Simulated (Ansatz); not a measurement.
**Geometry relaxation, with input and output: Ni (part 2 of 2)**

Continued. System: Ni (Fm-3m, 8 atoms in the cell). Method: DFT PBEsol, scalar-relativistic, plane waves, PAW, spin-polarised (Ansatz 0.2.0); cutoff 420 eV, 8×8×8 k-mesh, Gaussian smearing of 0.1 eV, collinear spins. The structure derives from an entry of the Crystallography Open Database. It belongs to a series of runs on one base structure; here: 8 of 8 Pt sites taken by Ni, cell and atoms relaxed.

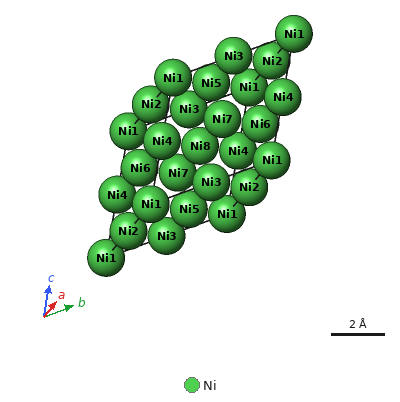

**Figure 1.** The geometry at step 3 of the log (spheres-only view of the cell of the calculation, seen at an oblique angle; atoms are numbered from 1 in the order of the input).

```
basis re-selected at this cell: Δ(F+E_penalty+E_count) = +1.568e-5 eV, ΔP = +0.001 GPa vs the last step (what re-selecting the basis moved, of the pressure what is left beyond the Pulay correction that the steps carried, after the strain that the cell walked since its last selection, with what the two solves' SCF thresholds leave and, on support functions, any second-order correction that the steps lacked; it is no measure of the basis error at this ecutwfc). This SCF's stress stands 1.27e-3 GPa from its target on what of the cell is left free (relax.cell.stress_tol is 1.50e-1 GPa) and its largest allowed force component is 2.72e-28 eV/Å (relax.f_tol is 1.50e-2 eV/Å): within both
SCF converged after 5 iterations
Magnetization: 4.7224 μB (74.3612 up, 69.6388 down)
Absolute magnetization: 5.3575 μB (∫|ρ↑−ρ↓|, with the PAW one-centre terms)
Spin contamination: 0.0415 ħ² per cell (⟨S²⟩ above its minimum at these occupations)
Per-site moments (μB) at R_I (Å): [(0.624262029118923, 1.009704392497359), (0.6242620291189228, 1.009704392497359), (0.6242620291189221, 1.009704392497359), (0.6242620291189228, 1.009704392497359), (0.6242620291189221, 1.009704392497359), (0.6242620291189228, 1.009704392497359), (0.6242620291189221, 1.009704392497359), (0.6242620291189221, 1.009704392497359)]
Free energy (F): -46439.825520 eV
Harris-Foulkes:  -46439.825520 eV  (|F-HF|=1.46e-11)
Internal energy: -46439.762544 eV  (E = F + TS)
E sigma→0 (E₀):  -46439.794032 eV
Entropy (-TS):   -0.062976 eV (-7.872 meV/atom)
Fermi energy:    19.125060 eV
--- Per-component energies (eV) ---
  E_band       = -2142.226554
  E_kinetic    = 2266.315937
  E_local      = -26849.124757  (includes V_loc(G=0)·N_el)
  E_nonlocal   = 5086.789781
  E_hartree    = 11204.414750
  E_xc         = -679.311105
  E_vxc        = -879.265156  (∫ρ·V_xc dr)
  E_paw        = -12753.313823  (= ΣΔE_a)
  E_vpaw       = -4175.774597  (= ΣTr[D̂ρ^β])
  E_aug_tail   = 0.003820  (compensation charges beyond the density's cutoff)
  E_ewald      = -24717.115456
  E_core_change = 1.578311  (= ΣΔE_core)
  E_smearing   = -0.062976  (= −TS)
  E_closure    = -0.000000  (closes the sum)
  Σ components = -46439.825520   (vs F -46439.825520, Δ=0.00e0)
--- Forces (eV/Å), atoms counted from 1 ---
  atom   1  Ni    -0.00000000    -0.00000000    -0.00000000
  atom   2  Ni    -0.00000000    -0.00000000    -0.00000000
  atom   3  Ni    -0.00000000     0.00000000    -0.00000000
  atom   4  Ni    -0.00000000    -0.00000000    -0.00000000
  atom   5  Ni    -0.00000000     0.00000000    -0.00000000
  atom   6  Ni    -0.00000000    -0.00000000    -0.00000000
  atom   7  Ni    -0.00000000     0.00000000    -0.00000000
  atom   8  Ni    -0.00000000     0.00000000    -0.00000000
  max |Σ_I F_I| component: 2.74e-27 eV/Å
--- Stress (GPa, compression-positive) ---
       -0.001268      -0.000000       0.000000
        0.000000      -0.001268      -0.000000
       -0.000000      -0.000000      -0.001268
  P = ⅓ Tr σ = -0.0013 GPa (-0.013 kbar)
--- Band table (eV; the first three rows and the last of 58) ---
  k-point 0 ↑: bands = ["-84.2965", "-84.2541", "-84.2541", "-84.2541", "-84.2541", "-84.2402", "-84.2402", "-84.2402", "-44.9379", "-44.9379", "-44.9379", "-44.9379", "-44.9235", "-44.9235", "-44.9235", "-44.7724", "-44.7724", "-44.7724", "-44.7724", "-44.7724", "-44.7724", "-44.7118", "-44.7118", "-44.7118", "-44.7118", "-44.7118", "-44.7118", "-44.7118", "-44.7118", "-44.6739", "-44.6739", "-44.6739", "9.6073", "13.9404", "13.9404", "13.9404", "13.9404", "14.1121", "14.1121", "14.1121", "14.6304", "14.6304", "14.6304", "16.5622", "16.5622", "16.5622", "16.5676", "16.5676", "16.5676", "16.5676", "16.5676", "16.5676", "16.5676", "16.5676", "17.8296", "17.8296", "18.5594", "18.5594", "18.5594", "18.5594", "18.5594", "18.5594", "18.5594", "18.5594", "18.5876", "18.5876", "18.5876", "18.5876", "18.6053", "18.6053", "18.6053", "18.7118", "18.7118", "18.7118", "18.7118", "18.7118", "18.7118", "21.4452", "21.4452", "21.4452", "25.0625", "25.0625", "25.0625", "25.0625", "28.6844", "28.6844", "28.6844", "34.2494", "34.2494", "34.2494"]
  k-point 1 ↑: bands = ["-84.2949", "-84.2557", "-84.2536", "-84.2536", "-84.2536", "-84.2407", "-84.2407", "-84.2407", "-44.9335", "-44.9335", "-44.9335", "-44.9279", "-44.9185", "-44.9185", "-44.9185", "-44.7757", "-44.7757", "-44.7757", "-44.7701", "-44.7701", "-44.7701", "-44.7179", "-44.7179", "-44.7179", "-44.7141", "-44.7141", "-44.7141", "-44.7103", "-44.7103", "-44.6841", "-44.6754", "-44.6754", "9.7659", "13.8698", "14.0264", "14.0264", "14.0264", "14.1739", "14.1739", "14.1739", "14.6839", "14.6839", "14.6839", "16.4977", "16.4977", "16.4977", "16.5184", "16.5923", "16.5923", "16.5993", "16.5993", "16.6341", "16.6341", "16.6341", "17.6955", "17.6955", "17.6955", "17.8135", "17.8135", "18.0094", "18.4245", "18.4245", "18.4245", "18.4990", "18.4990", "18.5338", "18.5338", "18.5338", "18.5634", "18.5634", "18.5634", "18.6824", "18.6824", "18.6824", "19.4907", "19.4907", "19.4907", "21.5230", "21.5230", "21.5230", "25.2037", "25.2037", "25.2037", "25.9968", "29.0808", "29.0808", "29.0808", "33.2865", "33.2865", "33.2865"]
  k-point 2 ↑: bands = ["-84.2903", "-84.2603", "-84.2520", "-84.2520", "-84.2520", "-84.2422", "-84.2422", "-84.2422", "-44.9217", "-44.9217", "-44.9217", "-44.9057", "-44.9057", "-44.9057", "-44.8996", "-44.7837", "-44.7837", "-44.7837", "-44.7635", "-44.7635", "-44.7635", "-44.7350", "-44.7350", "-44.7350", "-44.7207", "-44.7207", "-44.7207", "-44.7130", "-44.7062", "-44.7062", "-44.6795", "-44.6795", "10.2323", "13.5696", "14.2643", "14.2643", "14.2643", "14.3498", "14.3498", "14.3498", "14.8369", "14.8369", "14.8369", "16.2827", "16.2827", "16.2827", "16.4031", "16.6593", "16.6593", "16.6927", "16.6927", "16.8278", "16.8278", "16.8278", "16.9600", "16.9600", "16.9600", "16.9975", "17.7689", "17.7689", "17.7689", "17.7828", "17.7828", "18.2830", "18.2830", "18.2830", "18.3340", "18.3340", "18.5747", "18.5747", "18.5747", "18.6560", "18.6560", "18.6560", "20.3392", "20.3392", "20.3392", "21.6260", "21.6260", "21.6260", "25.6655", "25.6655", "25.6655", "28.1572", "30.1483", "30.1483", "30.1483", "31.4906", "31.4906", "31.4906"]
  k-point 28 ↓: bands = ["-83.4827", "-83.4827", "-83.4827", "-83.4827", "-83.4622", "-83.4622", "-83.4622", "-83.4622", "-44.1062", "-44.1062", "-44.1062", "-44.1062", "-44.0712", "-44.0712", "-44.0712", "-44.0712", "-44.0709", "-44.0709", "-44.0709", "-44.0709", "-43.9831", "-43.9831", "-43.9831", "-43.9831", "-43.9797", "-43.9797", "-43.9797", "-43.9797", "-43.9467", "-43.9467", "-43.9467", "-43.9467", "13.2626", "13.2626", "13.2626", "13.2626", "15.6906", "15.6906", "15.6906", "15.6906", "16.1091", "16.1091", "16.1091", "16.1091", "16.2707", "16.2707", "16.2707", "16.2707", "16.4360", "16.4360", "16.4360", "16.4360", "17.1615", "17.1615", "17.1615", "17.1615", "18.1937", "18.1937", "18.1937", "18.1937", "18.2209", "18.2209", "18.2209", "18.2209", "18.2362", "18.2362", "18.2362", "18.2362", "19.0811", "19.0811", "19.0811", "19.0811", "19.3554", "19.3554", "19.3554", "19.3554", "23.4523", "23.4523", "23.4523", "23.4523", "28.3638", "28.3638", "28.3638", "28.3638", "30.7163", "30.7163", "30.7163", "30.7163", "34.9246", "34.9246"]
--- Relaxed structure (3 steps of the walk, 3 accepted, 2 SCFs on fresh bases) ---
  F+E_penalty+E_count = -46439.82551970 eV   max|allowed force component| = 2.720e-28 eV/Å   (the final SCF, on the basis selected at the relaxed cell)
  cell:  # Å, volume = 82.9633 Å³
    - [-3.4616670202604896, 3.4616670202604896, 8.598440305511307e-34]
    - [-3.4616670202604896, 2.891623628668247e-33, 3.4616670202604896]
    - [-1.694211200937784e-33, 3.4616670202604896, 3.4616670202604896]
  atoms:
    - { symbol: Ni, position: [2.036577828249482e-37, -4.0731556563090484e-38, -6.336019910252186e-38] }
    - { symbol: Ni, position: [0.49999999999999994, 6.204549452096081e-35, 6.204549452096081e-35] }
    - { symbol: Ni, position: [0.0, 0.49999999999999994, 0.0] }
    - { symbol: Ni, position: [0.0, 0.0, 0.49999999999999994] }
    - { symbol: Ni, position: [0.4999999999999999, 0.49999999999999994, 0.0] }
    - { symbol: Ni, position: [0.4999999999999999, 0.0, 0.49999999999999994] }
    - { symbol: Ni, position: [0.0, 0.49999999999999994, 0.49999999999999994] }
    - { symbol: Ni, position: [0.49999999999999994, 0.49999999999999994, 0.49999999999999994] }
--- Löwdin populations: 8 sites ---
  site symbol       q [e]    m [muB]
     0     Ni     17.7760     0.6169
     1     Ni     17.7760     0.6169
     2     Ni     17.7760     0.6169
     3     Ni     17.7760     0.6169
     4     Ni     17.7760     0.6169
     5     Ni     17.7760     0.6169
     6     Ni     17.7760     0.6169
     7     Ni     17.7760     0.6169
  spilling = 0.012445 (of n_electrons = 144.000000)
```

File populations.tsv:
```
# site	symbol	l	j	q_up	q_dn
# orbitals = lowdin
# n_electrons = 144.000000
# spilling = 0.012445
0	Ni	0_3S	-	0.997769	0.997841
0	Ni	0_4S	-	0.468871	0.481692
0	Ni	1_3P	-	2.998943	2.998920
0	Ni	2_3D	-	4.730846	4.101105
1	Ni	0_3S	-	0.997769	0.997841
1	Ni	0_4S	-	0.468871	0.481692
1	Ni	1_3P	-	2.998943	2.998920
1	Ni	2_3D	-	4.730846	4.101105
2	Ni	0_3S	-	0.997769	0.997841
2	Ni	0_4S	-	0.468871	0.481692
2	Ni	1_3P	-	2.998943	2.998920
2	Ni	2_3D	-	4.730846	4.101105
3	Ni	0_3S	-	0.997769	0.997841
3	Ni	0_4S	-	0.468871	0.481692
3	Ni	1_3P	-	2.998943	2.998920
3	Ni	2_3D	-	4.730846	4.101105
4	Ni	0_3S	-	0.997769	0.997841
4	Ni	0_4S	-	0.468871	0.481692
4	Ni	1_3P	-	2.998943	2.998920
4	Ni	2_3D	-	4.730846	4.101105
5	Ni	0_3S	-	0.997769	0.997841
5	Ni	0_4S	-	0.468871	0.481692
5	Ni	1_3P	-	2.998943	2.998920
5	Ni	2_3D	-	4.730846	4.101105
6	Ni	0_3S	-	0.997769	0.997841
6	Ni	0_4S	-	0.468871	0.481692
6	Ni	1_3P	-	2.998943	2.998920
6	Ni	2_3D	-	4.730846	4.101105
7	Ni	0_3S	-	0.997769	0.997841
7	Ni	0_4S	-	0.468871	0.481692
7	Ni	1_3P	-	2.998943	2.998920
7	Ni	2_3D	-	4.730846	4.101105
```

Trajectory as extended XYZ (Å, eV, eV/Å), 5 frames, from step=1 to step=5:
```
8
Lattice="-3.4631 3.4631 0.0000 -3.4631 0.0000 3.4631 0.0000 3.4631 3.4631" Properties=species:S:1:pos:R:3:forces:R:3 step=1 energy=-46439.82543 pressure_GPa=-0.30
Ni    0.0000    0.0000    0.0000    0.0000   0.0000   0.0000
Ni   -1.7316    1.7316    0.0000    0.0000   0.0000   0.0000
Ni   -1.7316    0.0000    1.7316    0.0000   0.0000   0.0000
Ni    0.0000    1.7316    1.7316    0.0000   0.0000   0.0000
Ni   -3.4631    1.7316    1.7316    0.0000   0.0000   0.0000
Ni   -1.7316    3.4631    1.7316    0.0000   0.0000   0.0000
Ni   -1.7316    1.7316    3.4631    0.0000   0.0000   0.0000
Ni   -3.4631    3.4631    3.4631    0.0000   0.0000   0.0000
8
Lattice="-3.4624 3.4624 0.0000 -3.4624 0.0000 3.4624 0.0000 3.4624 3.4624" Properties=species:S:1:pos:R:3:forces:R:3 step=2 energy=-46439.82552 pressure_GPa=-0.15
Ni    0.0000    0.0000    0.0000    0.0000   0.0000   0.0000
Ni   -1.7312    1.7312    0.0000    0.0000   0.0000   0.0000
Ni   -1.7312    0.0000    1.7312    0.0000   0.0000   0.0000
Ni    0.0000    1.7312    1.7312    0.0000   0.0000   0.0000
Ni   -3.4624    1.7312    1.7312    0.0000   0.0000   0.0000
Ni   -1.7312    3.4624    1.7312    0.0000   0.0000   0.0000
Ni   -1.7312    1.7312    3.4624    0.0000   0.0000   0.0000
Ni   -3.4624    3.4624    3.4624    0.0000   0.0000   0.0000
8
Lattice="-3.4624 3.4624 0.0000 -3.4624 0.0000 3.4624 0.0000 3.4624 3.4624" Properties=species:S:1:pos:R:3:forces:R:3 step=3 energy=-46439.82549 pressure_GPa=-0.15
Ni    0.0000    0.0000    0.0000    0.0000   0.0000   0.0000
Ni   -1.7312    1.7312    0.0000    0.0000   0.0000   0.0000
Ni   -1.7312    0.0000    1.7312    0.0000   0.0000   0.0000
Ni    0.0000    1.7312    1.7312    0.0000   0.0000   0.0000
Ni   -3.4624    1.7312    1.7312    0.0000   0.0000   0.0000
Ni   -1.7312    3.4624    1.7312    0.0000   0.0000   0.0000
Ni   -1.7312    1.7312    3.4624    0.0000   0.0000   0.0000
Ni   -3.4624    3.4624    3.4624    0.0000   0.0000   0.0000
8
Lattice="-3.4617 3.4617 0.0000 -3.4617 0.0000 3.4617 0.0000 3.4617 3.4617" Properties=species:S:1:pos:R:3:forces:R:3 step=4 energy=-46439.82554 pressure_GPa=-0.00
Ni    0.0000    0.0000    0.0000    0.0000   0.0000   0.0000
Ni   -1.7308    1.7308    0.0000    0.0000   0.0000   0.0000
Ni   -1.7308    0.0000    1.7308    0.0000   0.0000   0.0000
Ni    0.0000    1.7308    1.7308    0.0000   0.0000   0.0000
Ni   -3.4617    1.7308    1.7308    0.0000   0.0000   0.0000
Ni   -1.7308    3.4617    1.7308    0.0000   0.0000   0.0000
Ni   -1.7308    1.7308    3.4617    0.0000   0.0000   0.0000
Ni   -3.4617    3.4617    3.4617    0.0000   0.0000   0.0000
8
Lattice="-3.4617 3.4617 0.0000 -3.4617 0.0000 3.4617 0.0000 3.4617 3.4617" Properties=species:S:1:pos:R:3:forces:R:3 step=5 energy=-46439.82552 pressure_GPa=-0.00
Ni    0.0000    0.0000    0.0000    0.0000   0.0000   0.0000
Ni   -1.7308    1.7308    0.0000    0.0000   0.0000   0.0000
Ni   -1.7308    0.0000    1.7308    0.0000   0.0000   0.0000
Ni    0.0000    1.7308    1.7308    0.0000   0.0000   0.0000
Ni   -3.4617    1.7308    1.7308    0.0000   0.0000   0.0000
Ni   -1.7308    3.4617    1.7308    0.0000   0.0000   0.0000
Ni   -1.7308    1.7308    3.4617    0.0000   0.0000   0.0000
Ni   -3.4617    3.4617    3.4617    0.0000   0.0000   0.0000
```

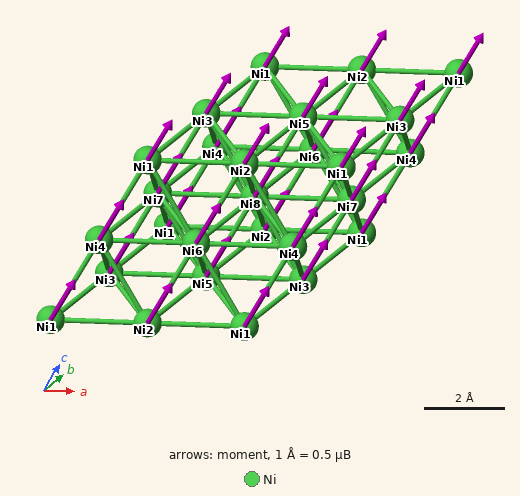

**Figure 2.** Magnetic moments of the sites as pink arrows (ball-and-stick view of the cell of the calculation, seen at an oblique angle; atoms are numbered from 1 in the order of the input); small moments hardly show. The run is collinear, so the axis drawn is arbitrary. Site moments: all 8 Ni atoms (0.62 μB). They are counted near the atoms and needn't add up to the moment of the cell.

This output came from the following input.

Input file:
```yaml
crystal:
  lattice:
    - [-3.4631458751, 3.4631458751, 0.0]
    - [-3.4631458751, 0.0, 3.4631458751]
    - [0.0, 3.4631458751, 3.4631458751]
  atoms:
    - { symbol: Ni, position: [0.0, 0.0, 0.0], spin: 0.73 }
    - { symbol: Ni, position: [0.5, 0.0, 0.0], spin: 0.73 }
    - { symbol: Ni, position: [0.0, 0.5, 0.0], spin: 0.73 }
    - { symbol: Ni, position: [0.0, 0.0, 0.5], spin: 0.73 }
    - { symbol: Ni, position: [0.5, 0.5, 0.0], spin: 0.73 }
    - { symbol: Ni, position: [0.5, 0.0, 0.5], spin: 0.73 }
    - { symbol: Ni, position: [0.0, 0.5, 0.5], spin: 0.73 }
    - { symbol: Ni, position: [0.5, 0.5, 0.5], spin: 0.73 }
basis:
  ecutwfc: 420
kpoints:
  mp_grid: { grid: [8, 8, 8] }
hamiltonian:
  xc: pbesol
scf:
  occupations: { method: gaussian, width: 0.1 }
output:
  forces: true
  stress: true
  eigenvalues: true
  populations: true
magnetization:
  spin_polarized: true
relax:
  adjacent_minimum: "off"
  f_tol: 0.015
  max_steps: 60
  cell: { stress_tol: 0.15 }
```

Launched with:
```bash
ansatz run input.yaml --threads 1 --pin off --max-ram 2560MiB --backend cpu --events-out ev --progress --plain --runs-dir out
```

Results in brief:

- outcome: converged
- space group (tolerance 0.01 Å): Fm-3m (225)
- electrons treated: 144
- free energy: −46439.8255 eV
- Fermi energy: 19.125 eV
- gap on the k-point mesh: none (metallic)
- net moment of the cell: 4.72 μB
- integrated absolute moment: 5.36 μB
- pressure: 0.00 GPa
- final volume: 82.96 Å³
- largest force (length of the vector) at the end: under 0.001 eV/Å
- final cell: a = 4.896 Å, b = 4.896 Å, c = 4.896 Å, α = 60.00°, β = 60.00°, γ = 60.00°
- hardware: 1 thread of Intel Xeon @ 2.50GHz (Skylake/Cascade Lake), 32 GiB of memory available, shared host
- wall time: 2.2 min
- peak memory: 0.72 GiB
